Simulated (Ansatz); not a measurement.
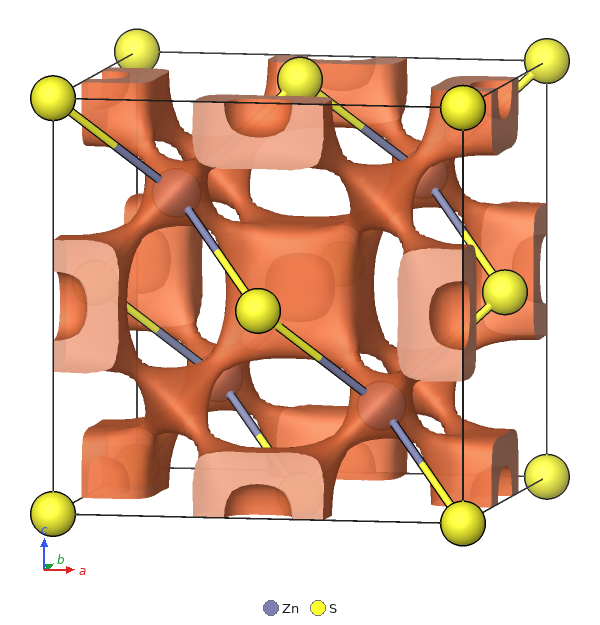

Bond-valence mismatch map for Zn2+ in ZnS (F-43m, No. 216): the orange surface encloses the points where |V − 2| < 0.5 v.u. (1×1×1 cells, view slightly off an axis). Pale faces close the region where the drawn box cuts it.

At each point the valence sum V of a Zn2+ ion is computed from the anions within 5 Å (s = exp((R0 − d)/b), R0 fitted to published crystal structures with b = 0.37 Å; R0: Zn2+–S 2.088 Å). The other Zn2+ ions are ignored. This is an empirical screen for pathways, not an energy calculation.

Origin of the cell: the geometry relaxed with DFT PBEsol, scalar-relativistic, plane waves, PAW in Ansatz 0.2.0.

```cif
data_structure
_symmetry_space_group_name_H-M 'F-43m'
_symmetry_Int_Tables_number 216
_cell_length_a 5.3555
_cell_length_b 5.3555
_cell_length_c 5.3555
_cell_angle_alpha 90.000
_cell_angle_beta 90.000
_cell_angle_gamma 90.000
_cell_volume 153.61
loop_
_atom_site_label
_atom_site_type_symbol
_atom_site_symmetry_multiplicity
_atom_site_Wyckoff_symbol
_atom_site_fract_x
_atom_site_fract_y
_atom_site_fract_z
_atom_site_occupancy
Zn1 Zn 4 d 0.25000 0.25000 0.75000 1
S1 S 4 a 0.00000 0.00000 0.00000 1
```

**How are the low-mismatch regions connected (counting the regions that come within 0.6 Å of a Zn site)?**

The regions form a three-dimensional network.

**At which mismatch do paths open?**

From a mismatch of about 0.40 v.u. the regions form a three-dimensional network. These are grid estimates, good to about 0.1 v.u.

**What is the valence sum at the Zn sites themselves?**

2.16 v.u., against the formal 2.
